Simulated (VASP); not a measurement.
Geometry relaxation, with input and output: Al2Cu (part 3 of 4)

Continued. System: Al2Cu (I4/mcm, 6 atoms in the cell). Method: Kohn-Sham DFT of a periodic cell, r2SCAN, VASP PAW PBE potentials, recommended, no spin polarisation (VASP 6.6.1); cutoff 600 eV, 14×14×14 k-mesh, methfessel-paxton of 0.2 eV. The structure was built on a prototype by a generator; it need not be a known phase.

Geometry of the input (Å; fractional positions):
```
-3.0335  3.0335  2.4385
3.0335  -3.0335  2.4385
3.0335  3.0335  -2.4385
Al 0.6581  0.1581  0.8162
Al 0.1581  0.3419  0.5000
Al 0.3419  0.8419  0.1838
Al 0.8419  0.6581  0.5000
Cu 0.2500  0.2500  0.0000
Cu 0.7500  0.7500  0.0000
```

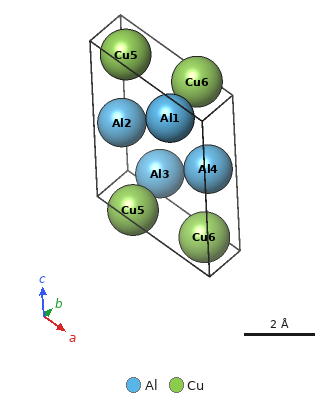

The geometry at step 4 of the log (spheres-only view of the cell of the calculation, seen slightly off an axis; atoms are numbered from 1 in the order of the input).

**Parts of OUTCAR, continued**
```
  FREE ENERGIE OF THE ION-ELECTRON SYSTEM (eV)
  ---------------------------------------------------
  free  energy   TOTEN  =       -49.5418780078 eV

  energy  without entropy=      -49.5416398596  energy(sigma->0) =      -49.54179863

--------------------------------------- Ionic step        6  -------------------------------------------

 number of electron      34.0000003 magnetization

------------------------ aborting loop because EDIFF is reached ----------------------------------------

  FORCE on cell =-STRESS in cart. coord.  units (eV):
  Direction    XX          YY          ZZ          XY          YZ          ZX
  --------------------------------------------------------------------------------------
  -------------------------------------------------------------------------------------
  Total       -0.1128471     -0.1128471      0.0534532      0.0000000     -0.0000000      0.0000000
  in kB       -2.0937009     -2.0937009      0.9917399      0.0000000     -0.0000000      0.0000000
  external PRESSURE =      -1.0652207 kB  Pullay stress =       0.0000000 kB

 VOLUME and BASIS-vectors are now :
 -----------------------------------------------------------------------------
  energy-cutoff  :      600.00
  volume of cell :       86.35
      direct lattice vectors                 reciprocal lattice vectors
    -2.999174889  2.999174889  2.400062782     0.000000000  0.166712519  0.208327884
     2.999174889 -2.999174889  2.400062782     0.166712519  0.000000000  0.208327884
     2.999174889  2.999174889 -2.400062782     0.166712519  0.166712519  0.000000000

 POSITION                                       TOTAL-FORCE (eV/Angst)
 -----------------------------------------------------------------------------------
      0.95550      3.95468     -0.00000        -0.002301     -0.002301      0.000000
      2.04367      0.95550      0.00000         0.002301     -0.002301     -0.000000
      2.04367     -0.95550      2.40006         0.002301      0.002301     -0.000000
      0.95550      2.04367      2.40006        -0.002301      0.002301     -0.000000
      0.00000      0.00000      1.20003         0.000000     -0.000000     -0.000000
      0.00000      0.00000      3.60009         0.000000      0.000000     -0.000000
 -----------------------------------------------------------------------------------
    total drift:                               -0.000000     -0.000000      0.000000

  FREE ENERGIE OF THE ION-ELECTRON SYSTEM (eV)
  ---------------------------------------------------
  free  energy   TOTEN  =       -49.5420052362 eV

  energy  without entropy=      -49.5418440753  energy(sigma->0) =      -49.54195152

--------------------------------------- Ionic step        7  -------------------------------------------

 number of electron      34.0000003 magnetization

------------------------ aborting loop because EDIFF is reached ----------------------------------------

  FORCE on cell =-STRESS in cart. coord.  units (eV):
  Direction    XX          YY          ZZ          XY          YZ          ZX
  --------------------------------------------------------------------------------------
  -------------------------------------------------------------------------------------
  Total       -0.0658358     -0.0658358      0.0465215      0.0000000      0.0000000      0.0000000
  in kB       -1.2216385     -1.2216385      0.8632453      0.0000000      0.0000000      0.0000000
  external PRESSURE =      -0.5266772 kB  Pullay stress =       0.0000000 kB

 VOLUME and BASIS-vectors are now :
 -----------------------------------------------------------------------------
  energy-cutoff  :      600.00
  volume of cell :       86.34
      direct lattice vectors                 reciprocal lattice vectors
    -2.998584528  2.998584528  2.400696312     0.000000000  0.166745341  0.208272907
     2.998584528 -2.998584528  2.400696312     0.166745341  0.000000000  0.208272907
     2.998584528  2.998584528 -2.400696312     0.166745341  0.166745341  0.000000000

 POSITION                                       TOTAL-FORCE (eV/Angst)
 -----------------------------------------------------------------------------------
      0.95445      3.95304     -0.00000         0.005868      0.005868     -0.000000
      2.04413      0.95445      0.00000        -0.005868      0.005868     -0.000000
      2.04413     -0.95445      2.40070        -0.005868     -0.005868      0.000000
      0.95445      2.04413      2.40070         0.005868     -0.005868     -0.000000
      0.00000      0.00000      1.20035         0.000000     -0.000000     -0.000000
      0.00000      0.00000      3.60104         0.000000     -0.000000     -0.000000
 -----------------------------------------------------------------------------------
    total drift:                               -0.000000     -0.000000      0.000000

  FREE ENERGIE OF THE ION-ELECTRON SYSTEM (eV)
  ---------------------------------------------------
  free  energy   TOTEN  =       -49.5420468916 eV

  energy  without entropy=      -49.5418598300  energy(sigma->0) =      -49.54198454

--------------------------------------- Ionic step        8  -------------------------------------------

 number of electron      34.0000003 magnetization

------------------------ aborting loop because EDIFF is reached ----------------------------------------

  FORCE on cell =-STRESS in cart. coord.  units (eV):
  Direction    XX          YY          ZZ          XY          YZ          ZX
  --------------------------------------------------------------------------------------
  -------------------------------------------------------------------------------------
  Total        0.0098637      0.0098637      0.0629506      0.0000000      0.0000000      0.0000000
  in kB        0.1831644      0.1831644      1.1689628      0.0000000      0.0000000      0.0000000
  external PRESSURE =       0.5117639 kB  Pullay stress =       0.0000000 kB

 VOLUME and BASIS-vectors are now :
 -----------------------------------------------------------------------------
  energy-cutoff  :      600.00
  volume of cell :       86.28
      direct lattice vectors                 reciprocal lattice vectors
    -2.996956110  2.996956110  2.401535635     0.000000000  0.166835943  0.208200117
     2.996956110 -2.996956110  2.401535635     0.166835943  0.000000000  0.208200117
     2.996956110  2.996956110 -2.401535635     0.166835943  0.166835943  0.000000000

 POSITION                                       TOTAL-FORCE (eV/Angst)
 -----------------------------------------------------------------------------------
      0.95449      3.95145     -0.00000         0.002461      0.002461      0.000000
      2.04247      0.95449      0.00000        -0.002461      0.002461     -0.000000
      2.04247     -0.95449      2.40154        -0.002461     -0.002461      0.000000
      0.95449      2.04247      2.40154         0.002461     -0.002461      0.000000
      0.00000      0.00000      1.20077        -0.000000      0.000000      0.000000
      0.00000      0.00000      3.60230        -0.000000      0.000000      0.000000
 -----------------------------------------------------------------------------------
    total drift:                               -0.000000     -0.000000      0.000000

  FREE ENERGIE OF THE ION-ELECTRON SYSTEM (eV)
  ---------------------------------------------------
  free  energy   TOTEN  =       -49.5421303432 eV

  energy  without entropy=      -49.5419665390  energy(sigma->0) =      -49.54207574

--------------------------------------- Ionic step        9  -------------------------------------------

 number of electron      34.0000003 magnetization

 Free energy of the ion-electron system (eV)
  ---------------------------------------------------
  ext. energy  EPLUGINS =         0.00000000
  ---------------------------------------------------
  free energy    TOTEN  =       -49.54213395 eV

  energy without entropy =      -49.54197309  energy(sigma->0) =      -49.54208033

 E-fermi :   8.3338     XC(G=0): -11.8732     alpha+bet :-15.0561

 val. band max:        8.3335949452   @ k =   0.2857   0.2857   0.2143
 cond. band min:       8.3376418994   @ k =   0.2143   0.2143   0.2143
 fundamental gap:      0.0040469542
 Fermi energy:         8.3338465311

 k-point     1 :       0.0000    0.0000    0.0000
  band No.  band energies     occupation
      1      -3.3401      2.00000
      2       2.6005      2.00000
      3       2.8206      2.00000
      4       2.8207      2.00000
      5       2.8693      2.00000
      6       3.8048      2.00000
      7       3.9411      2.00000
      8       4.2954      2.00000
      9       4.6206      2.00000
     10       4.8892      2.00000
     11       4.8892      2.00000
     12       5.0522      2.00000
     13       5.0522      2.00000
     14       6.1781      2.00000
     15       6.8035      2.00000
     16       6.9273      2.00000
     17       6.9273      2.00000
     18       7.3462      2.00000
     19       8.2771      1.45916
     20       8.3574      0.80209
     21      10.0751     -0.00000

 k-point     2 :       0.0714   -0.0000    0.0000
  band No.  band energies     occupation
      1      -3.2821      2.00000
      2       2.5928      2.00000
      3       2.8086      2.00000
      4       2.8163      2.00000
      5       2.8809      2.00000
      6       3.7948      2.00000
      7       3.9088      2.00000
      8       4.2824      2.00000
      9       4.5731      2.00000
     10       4.6833      2.00000
     11       4.7156      2.00000
     12       5.0944      2.00000
     13       5.1878      2.00000
     14       6.3838      2.00000
     15       6.4413      2.00000
     16       6.7457      2.00000
     17       6.7900      2.00000
     18       7.2770      2.00000
     19       7.9949      2.03756
     20       9.0984     -0.00000
     21      10.2711     -0.00000

 k-point     3 :       0.1429    0.0000    0.0000
  band No.  band energies     occupation
      1      -3.1082      2.00000
      2       2.5725      2.00000
      3       2.7433      2.00000
      4       2.8031      2.00000
      5       2.9123      2.00000
      6       3.7586      2.00000
      7       3.8141      2.00000
      8       4.2427      2.00000
      9       4.3964      2.00000
     10       4.4016      2.00000
     11       4.4852      2.00000
     12       5.0822      2.00000
     13       5.3157      2.00000
     14       5.5442      2.00000
     15       6.3259      2.00000
     16       6.4725      2.00000
     17       7.0501      2.00000
     18       7.3264      2.00000
     19       8.2502      1.64395
     20       9.7981     -0.00000
     21      10.8339     -0.00000

 k-point     4 :       0.2143   -0.0000    0.0000
  band No.  band energies     occupation
      1      -2.8195      2.00000
      2       2.4958      2.00000
      3       2.5494      2.00000
      4       2.7795      2.00000
      5       2.9545      2.00000
      6       3.6766      2.00000
      7       3.6940      2.00000
      8       4.0449      2.00000
      9       4.1740      2.00000
     10       4.2114      2.00000
     11       4.2805      2.00000
     12       4.9457      2.00000
     13       5.0360      2.00000
     14       5.4013      2.00000
     15       5.8755      2.00000
     16       6.1491      2.00000
     17       7.4765      2.00000
     18       7.7841      2.00071
     19       8.8095     -0.00392
     20      10.3590     -0.00000
     21      11.3963     -0.00000

 k-point     5 :       0.2857    0.0000    0.0000
  band No.  band energies     occupation
      1      -2.4178      2.00000
      2       1.8992      2.00000
      3       2.5304      2.00000
      4       2.7436      2.00000
      5       2.9933      2.00000
      6       3.5812      2.00000
      7       3.6448      2.00000
      8       3.7191      2.00000
      9       4.0839      2.00000
     10       4.1086      2.00000
     11       4.1177      2.00000
     12       4.6312      2.00000
     13       4.9840      2.00000
     14       5.4152      2.00000
     15       5.5401      2.00000
     16       5.8873      2.00000
     17       7.6810      2.00004
     18       8.5045     -0.00499
     19       9.5702     -0.00000
     20      10.9505     -0.00000
     21      11.1239     -0.00000

 [... the levels of 18 k-points are left out ...]

 k-point    24 :       0.2857    0.1429    0.0000
  band No.  band energies     occupation
      1      -1.6384      2.00000
      2       1.0084      2.00000
      3       1.9791      2.00000
      4       2.5130      2.00000
      5       3.3363      2.00000
      6       3.5278      2.00000
      7       3.5521      2.00000
      8       3.7881      2.00000
      9       3.8930      2.00000
     10       3.9562      2.00000
     11       4.0382      2.00000
     12       4.2047      2.00000
     13       4.6322      2.00000
     14       4.9639      2.00000
     15       5.9470      2.00000
     16       6.6000      2.00000
     17       6.9598      2.00000
     18       8.6802     -0.03436
     19      10.7654     -0.00000
     20      11.8540     -0.00000
     21      13.0360      0.00000

 [... further k-points ...]

------------------------ aborting loop because EDIFF is reached ----------------------------------------

  FORCE on cell =-STRESS in cart. coord.  units (eV):
  Direction    XX          YY          ZZ          XY          YZ          ZX
  --------------------------------------------------------------------------------------
  -------------------------------------------------------------------------------------
  Total       -0.0189078     -0.0189078      0.0326823      0.0000000      0.0000000      0.0000000
  in kB       -0.3511382     -0.3511382      0.6069463      0.0000000      0.0000000      0.0000000
  external PRESSURE =      -0.0317767 kB  Pullay stress =       0.0000000 kB

 VOLUME and BASIS-vectors are now :
 -----------------------------------------------------------------------------
  energy-cutoff  :      600.00
  volume of cell :       86.27
      direct lattice vectors                 reciprocal lattice vectors
    -2.996769871  2.996769871  2.401631627     0.000000000  0.166846312  0.208191795
     2.996769871 -2.996769871  2.401631627     0.166846312  0.000000000  0.208191795
     2.996769871  2.996769871 -2.401631627     0.166846312  0.166846312  0.000000000

 POSITION                                       TOTAL-FORCE (eV/Angst)
 -----------------------------------------------------------------------------------
      0.95449      3.95126     -0.00000         0.002159      0.002159      0.000000
      2.04228      0.95449      0.00000        -0.002159      0.002159      0.000000
      2.04228     -0.95449      2.40163        -0.002159     -0.002159     -0.000000
      0.95449      2.04228      2.40163         0.002159     -0.002159      0.000000
      0.00000      0.00000      1.20082         0.000000      0.000000      0.000000
      0.00000      0.00000      3.60245         0.000000     -0.000000      0.000000
 -----------------------------------------------------------------------------------
    total drift:                               -0.000000     -0.000000      0.000000

  FREE ENERGIE OF THE ION-ELECTRON SYSTEM (eV)
  ---------------------------------------------------
  free  energy   TOTEN  =       -49.5421339535 eV

  energy  without entropy=      -49.5419730923  energy(sigma->0) =      -49.54208033

 reached required accuracy - stopping structural energy minimisation
```

**CONTCAR**
```
Al2Cu
   1.00000000000000
    -2.9967698710427548    2.9967698710427548    2.4016316270742593
     2.9967698710427548   -2.9967698710427548    2.4016316270742593
     2.9967698710427548    2.9967698710427548   -2.4016316270742593
  Al              Cu
     4     2
Direct
     0.6592538695379426    0.1592538695379428    0.8185077390758926
     0.1592538695379428    0.3407461304620573    0.5000000000000000
     0.3407461304620573    0.8407461304620574    0.1814922609241074
     0.8407461304620574    0.6592538695379426    0.5000000000000000
     0.2500000000000000    0.2500000000000000    0.0000000000000000
     0.7500000000000000    0.7500000000000000    0.0000000000000000

  0.00000000E+00  0.00000000E+00  0.00000000E+00
  0.00000000E+00  0.00000000E+00  0.00000000E+00
  0.00000000E+00  0.00000000E+00  0.00000000E+00
  0.00000000E+00  0.00000000E+00  0.00000000E+00
  0.00000000E+00  0.00000000E+00  0.00000000E+00
  0.00000000E+00  0.00000000E+00  0.00000000E+00
```

**Trajectory as extended XYZ (Å, eV, eV/Å), 9 frames, from step=0 to step=8**
```
6
Lattice="-3.0335 3.0335 2.4385 3.0335 -3.0335 2.4385 3.0335 3.0335 -2.4385" Properties=species:S:1:pos:R:3:forces:R:3 step=0 energy=-49.49311
Al    0.9592    3.9927    0.0000    0.0764   0.0764   0.0000
Al    2.0743    0.9592    0.0000   -0.0764   0.0764   0.0000
Al    2.0743   -0.9592    2.4385   -0.0764  -0.0764   0.0000
Al    0.9592    2.0743    2.4385    0.0764  -0.0764   0.0000
Cu    0.0000    0.0000    1.2192    0.0000   0.0000   0.0000
Cu    0.0000    0.0000    3.6578    0.0000   0.0000   0.0000
6
Lattice="-2.9804 2.9804 2.3889 2.9804 -2.9804 2.3889 2.9804 2.9804 -2.3889" Properties=species:S:1:pos:R:3:forces:R:3 step=1 energy=-49.53357
Al    0.9460    3.9265    0.0000    0.0242   0.0242   0.0000
Al    2.0344    0.9460    0.0000   -0.0242   0.0242   0.0000
Al    2.0344   -0.9460    2.3889   -0.0242  -0.0242   0.0000
Al    0.9460    2.0344    2.3889    0.0242  -0.0242   0.0000
Cu    0.0000    0.0000    1.1944    0.0000   0.0000   0.0000
Cu    0.0000    0.0000    3.5833    0.0000   0.0000   0.0000
6
Lattice="-2.9953 2.9953 2.4027 2.9953 -2.9953 2.4027 2.9953 2.9953 -2.4027" Properties=species:S:1:pos:R:3:forces:R:3 step=2 energy=-49.54137
Al    0.9497    3.9450    0.0000    0.0412   0.0412   0.0000
Al    2.0456    0.9497    0.0000   -0.0412   0.0412   0.0000
Al    2.0456   -0.9497    2.4027   -0.0412  -0.0412   0.0000
Al    0.9497    2.0456    2.4027    0.0412  -0.0412   0.0000
Cu    0.0000    0.0000    1.2014    0.0000   0.0000   0.0000
Cu    0.0000    0.0000    3.6041    0.0000   0.0000   0.0000
6
Lattice="-2.9960 2.9960 2.4034 2.9960 -2.9960 2.4034 2.9960 2.9960 -2.4034" Properties=species:S:1:pos:R:3:forces:R:3 step=3 energy=-49.54135
Al    0.9499    3.9459    0.0000    0.0420   0.0420   0.0000
Al    2.0461    0.9499    0.0000   -0.0420   0.0420   0.0000
Al    2.0461   -0.9499    2.4034   -0.0420  -0.0420   0.0000
Al    0.9499    2.0461    2.4034    0.0420  -0.0420   0.0000
Cu    0.0000    0.0000    1.2017    0.0000   0.0000   0.0000
Cu    0.0000    0.0000    3.6052    0.0000   0.0000   0.0000
6
Lattice="-2.9973 2.9973 2.4021 2.9973 -2.9973 2.4021 2.9973 2.9973 -2.4021" Properties=species:S:1:pos:R:3:forces:R:3 step=4 energy=-49.54188
Al    0.9522    3.9495    0.0000    0.0237   0.0237   0.0000
Al    2.0451    0.9522    0.0000   -0.0237   0.0237   0.0000
Al    2.0451   -0.9522    2.4021   -0.0237  -0.0237   0.0000
Al    0.9522    2.0451    2.4021    0.0237  -0.0237   0.0000
Cu    0.0000    0.0000    1.2010    0.0000   0.0000   0.0000
Cu    0.0000    0.0000    3.6031    0.0000   0.0000   0.0000
6
Lattice="-2.9992 2.9992 2.4001 2.9992 -2.9992 2.4001 2.9992 2.9992 -2.4001" Properties=species:S:1:pos:R:3:forces:R:3 step=5 energy=-49.54201
Al    0.9555    3.9547    0.0000   -0.0023  -0.0023   0.0000
Al    2.0437    0.9555    0.0000    0.0023  -0.0023   0.0000
Al    2.0437   -0.9555    2.4001    0.0023   0.0023   0.0000
Al    0.9555    2.0437    2.4001   -0.0023   0.0023   0.0000
Cu    0.0000    0.0000    1.2000    0.0000   0.0000   0.0000
Cu    0.0000    0.0000    3.6001    0.0000   0.0000   0.0000
6
Lattice="-2.9986 2.9986 2.4007 2.9986 -2.9986 2.4007 2.9986 2.9986 -2.4007" Properties=species:S:1:pos:R:3:forces:R:3 step=6 energy=-49.54205
Al    0.9545    3.9530    0.0000    0.0059   0.0059   0.0000
Al    2.0441    0.9545    0.0000   -0.0059   0.0059   0.0000
Al    2.0441   -0.9545    2.4007   -0.0059  -0.0059   0.0000
Al    0.9545    2.0441    2.4007    0.0059  -0.0059   0.0000
Cu    0.0000    0.0000    1.2003    0.0000   0.0000   0.0000
Cu    0.0000    0.0000    3.6010    0.0000   0.0000   0.0000
6
Lattice="-2.9970 2.9970 2.4015 2.9970 -2.9970 2.4015 2.9970 2.9970 -2.4015" Properties=species:S:1:pos:R:3:forces:R:3 step=7 energy=-49.54213
Al    0.9545    3.9514    0.0000    0.0025   0.0025   0.0000
Al    2.0425    0.9545    0.0000   -0.0025   0.0025   0.0000
Al    2.0425   -0.9545    2.4015   -0.0025  -0.0025   0.0000
Al    0.9545    2.0425    2.4015    0.0025  -0.0025   0.0000
Cu    0.0000    0.0000    1.2008    0.0000   0.0000   0.0000
Cu    0.0000    0.0000    3.6023    0.0000   0.0000   0.0000
```
